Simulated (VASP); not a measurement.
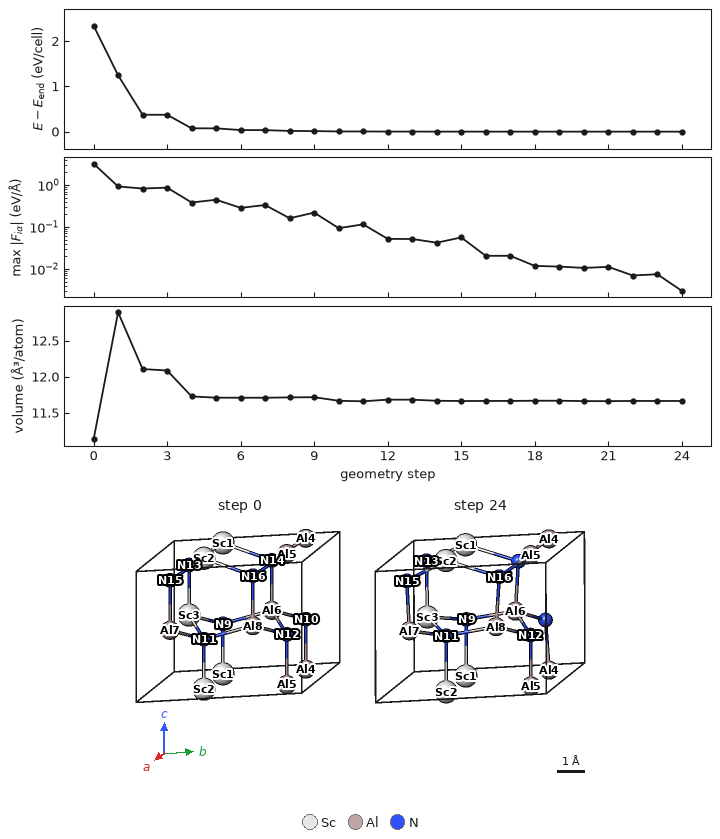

First and last geometry of a relaxation of crystalline Sc$_{3}$Al$_{5}$N$_{8}$ (a generated structure, set up in Cm), with the history of the run. A ball-and-stick model of the cell of the calculation, seen slightly off an axis.

The run lets cell and atoms move.

These are results of VASP, Kohn-Sham DFT of a periodic cell, PBEsol, VASP PAW PBE potentials, recommended, not measurements.

Input
```
SYSTEM = Sc3Al5N8
ALGO = Normal
EDIFF = 1E-7
EDIFFG = -0.005
ENCUT = 520
GGA = PS
IBRION = 2
ISIF = 3
ISMEAR = 0
LASPH = .True.
LCHARG = .False.
LREAL = .False.
LWAVE = .False.
NELM = 80
NSW = 60
PREC = Accurate
SIGMA = 0.03
```

Run as
```bash
cat potpaw_PBE.64/Sc_sv/POTCAR potpaw_PBE.64/Al/POTCAR potpaw_PBE.64/N/POTCAR > POTCAR
mpirun -np 1 vasp_std > vasp.out
```

Q: What do the curves and the structures tell?

A: It converged. The energy falls by 2.340 eV per cell of the calculation in 24 geometry steps. The largest force component goes from 3.2 to 0.003 eV/Å. Pressure: 15.02 GPa at the start and −0.01 GPa at the end. The largest move relative to the cell is that of N13, 0.19 Å along [−1 −2 3]. Largest moves by element: N 0.19 Å, Sc 0.11 Å, Al 0.04 Å. The drawn cell changes as follows: a 6.449 → 6.531 Å (+1.3 %), b 6.449 → 6.624 Å (+2.7 %), c 4.944 → 4.958 Å (+0.3 %), α 90.0° → 90.2°, γ 120.0° → 119.5°; the volume changes by +4.8 %. Near-neighbour distances that change, for instance: Sc1–N9 1.889 → 2.130 Å, Sc3–N13 1.889 → 2.124 Å, Sc1–N14 1.951 → 2.091 Å, Sc3–N10 1.951 → 2.073 Å. Among the angles between lasting bonds that change: Al7–N11–Al8 111.5° → 121.7°, Sc1–N13–Al4 111.5° → 119.9°, Sc1–N13–Sc3 107.4° → 99.3°. The space group stays Cm (No. 8).
